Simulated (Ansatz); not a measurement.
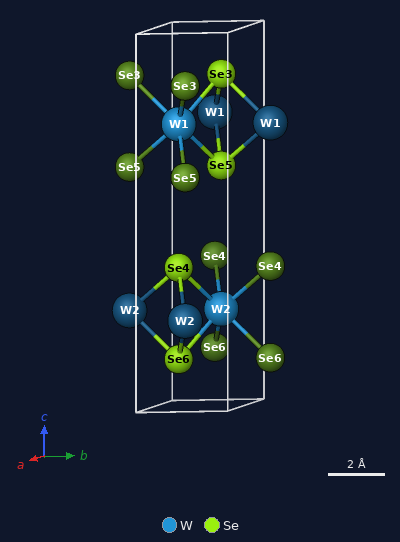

Figure 1. The structure as given in the input (ball-and-stick view of the cell of the calculation, seen slightly off an axis; neighbours outside the cell are drawn fainter; atoms are numbered from 1 in the order of the input).

## WSe$_{2}$: geometry relaxation (part 1 of 2)

- system: WSe$_{2}$ (6 atoms in the cell)
- method: DFT r2SCAN, scalar-relativistic, plane waves, PAW, no spin polarisation (Ansatz 0.2.0)

The structure derives from a Materials Project entry. It belongs to a series of runs on one base structure; here: structure listed in a database for this formula (P6_3/mmc, No. 194). Figures and captions count atoms from 1; the log counts them from 0 in places.

Output
```
Engine: ansatz 0.2.0, aarch64-unknown-linux-gnu
Pseudopotentials: kind: paw
Pseudopotential: W, paw, valence charge 14, recommended cutoff 500 eV (meta_gga), W.paw.azcp
Pseudopotential: Se, paw, valence charge 16, recommended cutoff 500 eV (meta_gga), Se.paw.azcp
Functional definition: r2SCAN
  parameter k0 = 0.174
  parameter k1 = 0.065
  parameter a1 = 4.9479
  exchange = r2scan_x(k0 = k0, k1 = k1, a1 = a1)
  correlation = r2scan_c
Crystal: 6 atoms, lattice volume = 131.125 Å³
Basis set: ecut = 500 eV, 3291 PW (Γ), exchange–correlation on 100×100×432 points (64 copies of the dense FFT grid, shifted against one another)
Bands: 56, of which v1, the nominal top of the filled ones, is band 46 counted from 1 (45 counted from 0)
Symmetry: 24 space group operations
Space group: P63/mmc (ITA 194), of the structure as read, at distance tolerance 5.1e-5 Å
k-points: 38 of 288
Non-local potential: W, projectors of the file, l = 0: 3, l = 1: 2, l = 2: 2, l = 3: 1
Non-local potential: Se, projectors of the file, l = 0: 2, l = 1: 2, l = 2: 3, l = 3: 1
PAW form: soft (Blöchl's): semilocal exchange-correlation on the pseudo side does not see the compensation charge
PAW frozen core: W, regenerated for the run's functional (the file was generated under x = pbe(κ = 0.804, μ = 0.2195149727645171), c = pbe(β = 0.06672455060314922))
PAW frozen core: Se, regenerated for the run's functional (the file was generated under x = pbe(κ = 0.804, μ = 0.2195149727645171), c = pbe(β = 0.06672455060314922))
PAW one-centre angular grid: W, 590 points (default); XC on 160 Gauss nodes
PAW one-centre angular grid: Se, 590 points (default); XC on 160 Gauss nodes
Initial density: superposition of atomic densities (neutral atoms: chi_scale 0, normalization atom), corrected by the library's trained network
Initial wavefunctions: pseudopotential atomic-orbital guess
Functional: x = r2scan, c = r2scan; τ floored in thin density (d = 2e-4 eV/Å³)
SCF iter   1: F=—  HF=-42710.651454 eV  |F-HF|=—  |Δ(HF+E_count)|=         —  Δρ=5.39e-3  dr2=2.25e-2  dr2_τ=8.59e-2  ethr=1.77e-3  ⟨swp⟩=6.4  Hψ=7607  notcnv=0  defer=1
preconditioner: auto → Resta (q_TF=auto, 2.572 Å⁻¹)  ε∞=5.3  [insulator: Δε(μ)=1.341 eV  Ē_g=9.367 eV  σ=0.020 eV  W_gap=1.00  n_scr=40 (ndim 8)  ℏωp=19.5 eV  f_vac=0.123  D(μ)=0.00/eV (n_scr^D=0)  ε∞_Penn≈5.3]
SCF iter   2: F=—  HF=-42710.771435 eV  |F-HF|=—  |Δ(HF+E_count)|=   1.20e-1  Δρ=3.57e-3  dr2=6.96e-3  dr2_τ=9.61e-4  ethr=2.45e-5  ⟨swp⟩=2.8  Hψ=4601  notcnv=0  defer=106
SCF iter   3: F=—  HF=-42710.779803 eV  |F-HF|=—  |Δ(HF+E_count)|=   8.37e-3  Δρ=1.36e-3  dr2=1.16e-3  dr2_τ=9.50e-5  ethr=7.56e-6  ⟨swp⟩=2.0  Hψ=2856  notcnv=0  defer=106
SCF iter   4: F=—  HF=-42710.781182 eV  |F-HF|=—  |Δ(HF+E_count)|=   1.38e-3  Δρ=1.54e-4  dr2=3.47e-5  dr2_τ=2.04e-6  ethr=1.26e-6  ⟨swp⟩=2.0  Hψ=3208  notcnv=0  defer=106
SCF iter   5: F=—  HF=-42710.781273 eV  |F-HF|=—  |Δ(HF+E_count)|=   9.06e-5  Δρ=8.06e-5  dr2=1.95e-5  dr2_τ=1.26e-6  ethr=3.77e-8  ⟨swp⟩=2.0  Hψ=3694  notcnv=0  defer=106
SCF iter   6: F=—  HF=-42710.781274 eV  |F-HF|=—  |Δ(HF+E_count)|=   6.64e-7  Δρ=3.56e-5  dr2=3.18e-6  dr2_τ=4.79e-8  ethr=2.12e-8  ⟨swp⟩=2.0  Hψ=2166  notcnv=0  defer=106
SCF iter   7: F=—  HF=-42710.781274 eV  |F-HF|=—  |Δ(HF+E_count)|=   5.24e-7  Δρ=9.16e-6  dr2=1.95e-7  dr2_τ=2.67e-9  ethr=3.46e-9  ⟨swp⟩=2.0  Hψ=2706  notcnv=0  defer=106
SCF iter   8: F=-42710.781274 eV  HF=-42710.781274 eV  |F-HF|=3.23e-9  |Δ(HF+E_count)|=   7.19e-8  Δρ=1.71e-6  dr2=9.49e-9  dr2_τ=6.41e-10  ethr=1.09e-10  ⟨swp⟩=14.4  Hψ=14052  notcnv=0
SCF 1 converged in 8 iterations: F = -42710.781274 eV  dr2 = 9.49e-9
  greatest PAW one-centre occupation: 1.000 electrons in one spin orbital (limit 2), on the Se atom at site 5 (counted from 0), in its partial waves of l = 2
relax step   1: F+E_penalty+E_count = -42710.78127426 eV  Δ(F+E_penalty+E_count) = +0.000e0 eV  max|allowed force component| = 3.982e-2 eV/Å  Δτ_max = 0.0000 Å  P = -0.410 GPa  Ω = 131.125 Å³  (8 SCF iters, dr2 threshold 1.00e-7 eV, accepted)
Crystal: 6 atoms, lattice volume = 129.892 Å³
Basis set: ecut = 500 eV, 3255 PW (Γ), exchange–correlation on 100×100×432 points (64 copies of the dense FFT grid, shifted against one another)
Initial density: handed on by an earlier stage of this run
Initial wavefunctions: those handed on with the density
iter 1 solved again at ethr=6.54e-6 eV; its pass at ethr=3.10e-3 eV (dr2=6.02e-3 eV) is discarded
SCF iter   1: F=—  HF=-42710.775941 eV  |F-HF|=—  |Δ(HF+E_count)|=         —  Δρ=9.34e-4  dr2=5.83e-3  dr2_τ=4.82e-3  ethr=6.54e-6  ⟨swp⟩=2.0  Hψ=8921  notcnv=0
preconditioner: auto → Resta (q_TF=auto, 2.576 Å⁻¹)  ε∞=5.3  [insulator: Δε(μ)=1.356 eV  Ē_g=9.396 eV  σ=0.020 eV  W_gap=1.00  n_scr=40 (ndim 8)  ℏωp=19.5 eV  f_vac=0.123  D(μ)=0.00/eV (n_scr^D=0)  ε∞_Penn≈5.3]
SCF iter   2: F=—  HF=-42710.780470 eV  |F-HF|=—  |Δ(HF+E_count)|=   4.53e-3  Δρ=5.70e-4  dr2=6.14e-4  dr2_τ=1.97e-4  ethr=6.34e-6  ⟨swp⟩=2.0  Hψ=3056  notcnv=0
SCF iter   3: F=—  HF=-42710.780421 eV  |F-HF|=—  |Δ(HF+E_count)|=   4.95e-5  Δρ=2.37e-4  dr2=1.11e-4  dr2_τ=2.37e-6  ethr=6.67e-7  ⟨swp⟩=2.7  Hψ=2830  notcnv=0
SCF iter   4: F=—  HF=-42710.780511 eV  |F-HF|=—  |Δ(HF+E_count)|=   9.03e-5  Δρ=5.51e-5  dr2=1.33e-5  dr2_τ=3.88e-7  ethr=1.20e-7  ⟨swp⟩=2.0  Hψ=2710  notcnv=0
SCF iter   5: F=—  HF=-42710.780510 eV  |F-HF|=—  |Δ(HF+E_count)|=   5.95e-7  Δρ=2.89e-5  dr2=2.31e-6  dr2_τ=4.26e-8  ethr=1.44e-8  ⟨swp⟩=2.9  Hψ=3942  notcnv=0
SCF iter   6: F=-42710.780510 eV  HF=-42710.780510 eV  |F-HF|=2.15e-9  |Δ(HF+E_count)|=   8.11e-9  Δρ=7.05e-6  dr2=1.02e-7  dr2_τ=6.99e-9  ethr=5.25e-10  ⟨swp⟩=11.6  Hψ=18580  notcnv=0
SCF 2 converged in 6 iterations: F = -42710.780510 eV  dr2 = 1.02e-7
relax step   2: F+E_penalty+E_count = -42710.78051046 eV  Δ(F+E_penalty+E_count) = +7.638e-4 eV  max|allowed force component| = 1.356e-2 eV/Å  Δτ_max = 0.0034 Å  P = +0.512 GPa  Ω = 129.892 Å³  energy of the carried Pulay correction = +2.372e-4 eV  (6 SCF iters, dr2 threshold 4.83e-7 eV, rejected (line search))
Crystal: 6 atoms, lattice volume = 130.666 Å³
iter 1 solved again at ethr=2.74e-6 eV; its pass at ethr=3.10e-3 eV (dr2=2.52e-3 eV) is discarded
SCF iter   1: F=—  HF=-42710.779982 eV  |F-HF|=—  |Δ(HF+E_count)|=         —  Δρ=5.93e-4  dr2=2.35e-3  dr2_τ=1.95e-3  ethr=2.74e-6  ⟨swp⟩=2.0  Hψ=8512  notcnv=0
preconditioner: auto → Resta (q_TF=auto, 2.573 Å⁻¹)  ε∞=5.3  [insulator: Δε(μ)=1.351 eV  Ē_g=9.372 eV  σ=0.020 eV  W_gap=1.00  n_scr=40 (ndim 8)  ℏωp=19.5 eV  f_vac=0.125  D(μ)=0.00/eV (n_scr^D=0)  ε∞_Penn≈5.3]
SCF iter   2: F=—  HF=-42710.781862 eV  |F-HF|=—  |Δ(HF+E_count)|=   1.88e-3  Δρ=3.68e-4  dr2=2.51e-4  dr2_τ=7.58e-5  ethr=2.55e-6  ⟨swp⟩=2.0  Hψ=3056  notcnv=0
SCF iter   3: F=—  HF=-42710.781847 eV  |F-HF|=—  |Δ(HF+E_count)|=   1.50e-5  Δρ=1.55e-4  dr2=4.73e-5  dr2_τ=1.29e-6  ethr=2.73e-7  ⟨swp⟩=2.6  Hψ=2772  notcnv=0
SCF iter   4: F=—  HF=-42710.781841 eV  |F-HF|=—  |Δ(HF+E_count)|=   6.41e-6  Δρ=3.70e-5  dr2=5.64e-6  dr2_τ=1.44e-7  ethr=5.14e-8  ⟨swp⟩=2.0  Hψ=2658  notcnv=0
SCF iter   5: F=—  HF=-42710.781930 eV  |F-HF|=—  |Δ(HF+E_count)|=   8.97e-5  Δρ=1.75e-5  dr2=8.47e-7  dr2_τ=1.46e-8  ethr=6.13e-9  ⟨swp⟩=3.0  Hψ=3917  notcnv=0
SCF iter   6: F=—  HF=-42710.781930 eV  |F-HF|=—  |Δ(HF+E_count)|=   6.91e-9  Δρ=4.33e-6  dr2=3.52e-8  dr2_τ=2.95e-9  ethr=9.21e-10  ⟨swp⟩=2.4  Hψ=3164  notcnv=0
SCF iter   7: F=—  HF=-42710.781931 eV  |F-HF|=—  |Δ(HF+E_count)|=   1.66e-8  Δρ=1.53e-6  dr2=3.50e-9  dr2_τ=8.44e-11  ethr=3.83e-11  ⟨swp⟩=2.0  Hψ=3564  notcnv=0
SCF iter   8: F=—  HF=-42710.781931 eV  |F-HF|=—  |Δ(HF+E_count)|=   2.81e-9  Δρ=3.81e-7  dr2=2.25e-10  dr2_τ=1.43e-11  ethr=3.81e-12  ⟨swp⟩=2.0  Hψ=2812  notcnv=0
SCF iter   9: F=-42710.781931 eV  HF=-42710.781931 eV  |F-HF|=0.00e0  |Δ(HF+E_count)|=  1.02e-10  Δρ=8.47e-8  dr2=1.15e-11  dr2_τ=4.79e-13  ethr=1.00e-12  ⟨swp⟩=6.7  Hψ=9323  notcnv=0
SCF 3 converged in 9 iterations: F = -42710.781931 eV  dr2 = 1.15e-11
relax step   3: F+E_penalty+E_count = -42710.78193052 eV  Δ(F+E_penalty+E_count) = -6.563e-4 eV  max|allowed force component| = 4.565e-3 eV/Å  Δτ_max = 0.0007 Å  P = -0.022 GPa  Ω = 130.666 Å³  energy of the carried Pulay correction = +8.804e-5 eV  (9 SCF iters, accepted)
Initial wavefunctions: pseudopotential atomic-orbital guess (no wavefunctions were taken with the density)
iter 1 solved again at ethr=2.81e-8 eV; its pass at ethr=3.10e-3 eV (dr2=2.59e-5 eV) is discarded
SCF iter   1: F=—  HF=-42710.781748 eV  |F-HF|=—  |Δ(HF+E_count)|=         —  Δρ=6.67e-6  dr2=6.77e-9  dr2_τ=7.98e-8  ethr=2.81e-8  ⟨swp⟩=4.0  Hψ=13878  notcnv=0
preconditioner: auto → Resta (q_TF=auto, 2.573 Å⁻¹)  ε∞=5.3  [insulator: Δε(μ)=1.350 eV  Ē_g=9.370 eV  σ=0.020 eV  W_gap=1.00  n_scr=40 (ndim 8)  ℏωp=19.5 eV  f_vac=0.125  D(μ)=0.00/eV (n_scr^D=0)  ε∞_Penn≈5.3]
SCF iter   2: F=—  HF=-42710.781837 eV  |F-HF|=—  |Δ(HF+E_count)|=   8.89e-5  Δρ=3.46e-6  dr2=1.84e-9  dr2_τ=2.34e-9  ethr=7.36e-12  ⟨swp⟩=3.1  Hψ=5354  notcnv=0
SCF iter   3: F=—  HF=-42710.781837 eV  |F-HF|=—  |Δ(HF+E_count)|=   2.88e-9  Δρ=3.80e-7  dr2=1.07e-10  dr2_τ=3.61e-11  ethr=2.00e-12  ⟨swp⟩=2.0  Hψ=3040  notcnv=0
SCF iter   4: F=-42710.781837 eV  HF=-42710.781837 eV  |F-HF|=1.46e-11  |Δ(HF+E_count)|=  1.46e-11  Δρ=1.07e-7  dr2=1.04e-11  dr2_τ=1.61e-12  ethr=1.00e-12  ⟨swp⟩=6.8  Hψ=9517  notcnv=0
SCF 4 converged in 4 iterations: F = -42710.781837 eV  dr2 = 1.04e-11
relax step   4: F+E_penalty+E_count = -42710.78183696 eV  Δ(F+E_penalty+E_count) = +9.356e-5 eV  max|allowed force component| = 4.565e-3 eV/Å  Δτ_max = 0.0000 Å  P = -0.022 GPa  Ω = 130.666 Å³  stress off target by 4.91e-2 GPa  SCF on the basis re-selected at this cell (its energy is not comparable with the rows above)  (4 SCF iters)
```

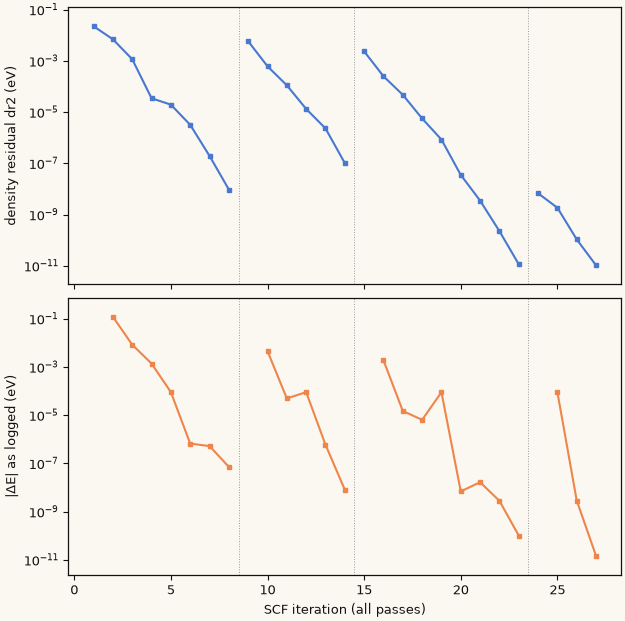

Figure 2. Convergence of the self-consistent field: density residual dr2 and size of the energy change against the SCF iteration. The dotted lines part the SCF passes of the relaxation: geometry steps, rejected trials and re-solves on a re-selected basis. The passes take 8, 6, 9 and 4 iterations.

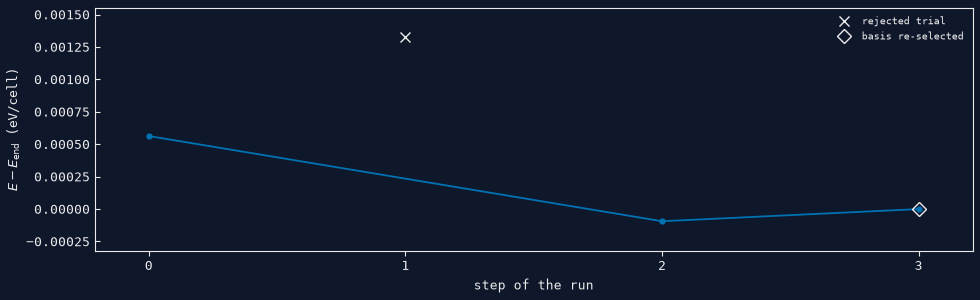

Figure 3. Progress of the relaxation, step by step (the first geometry is step 0 here and step 1 in the log). The atoms keep their places relative to the cell (all moves are under 0.005 Å). Over 2 geometry steps the energy falls by 0.7 meV per cell of the calculation. The largest force component goes from 0.04 to 0.0046 eV/Å. Pressure: −0.41 GPa at the start and −0.02 GPa at the end. The line search rejected the trial step at point 1 (counted from 0) and went back. A last SCF at the same geometry on a re-selected plane-wave basis shifts the energy by +0.1 meV per cell of the calculation.

```
basis re-selected at this cell: Δ(F+E_penalty+E_count) = +9.356e-5 eV, ΔP = -0.000 GPa vs the last step (what re-selecting the basis moved, of the pressure what is left beyond the Pulay correction that the steps carried, after the strain that the cell walked since its last selection, with what the two solves' SCF thresholds leave and, on support functions, any second-order correction that the steps lacked; it is no measure of the basis error at this ecutwfc). This SCF's stress stands 4.91e-2 GPa from its target on what of the cell is left free (relax.cell.stress_tol is 5.00e-2 GPa) and its largest allowed force component is 4.57e-3 eV/Å (relax.f_tol is 1.00e-2 eV/Å): within both
SCF converged after 4 iterations
Free energy (F): -42710.781837 eV
Harris-Foulkes:  -42710.781837 eV  (|F-HF|=1.46e-11)
Internal energy: -42710.781837 eV  (E = F + TS)
E sigma→0 (E₀):  -42710.781837 eV
Fermi energy:    12.092042 eV
--- Per-component energies (eV) ---
  E_band       = -1880.481928
  E_kinetic    = 1379.464549
  E_local      = -12710.494637  (includes V_loc(G=0)·N_el)
  E_nonlocal   = -2376.504025
  E_hartree    = 6082.425482
  E_xc         = -892.485207
  E_vxc        = -944.453722  (∫ρ·V_xc dr)
  E_paw        = -24887.518561  (= ΣΔE_a)
  E_vpaw       = 559.055386  (= ΣTr[D̂ρ^β])
  E_aug_tail   = -0.000962  (compensation charges beyond the density's cutoff)
  E_vtau       = 47.600420  (kinetic-family band-sum trace: ∫τ·v_τ [+ j·A + Jᵃ·Aᵃ] dr)
  E_ewald      = -9297.433497
  E_core_change = -8.234979  (= ΣΔE_core)
  E_smearing   = -0.000000  (= −TS)
  E_closure    = -0.000000  (closes the sum)
  Σ components = -42710.781837   (vs F -42710.781837, Δ=0.00e0)
```
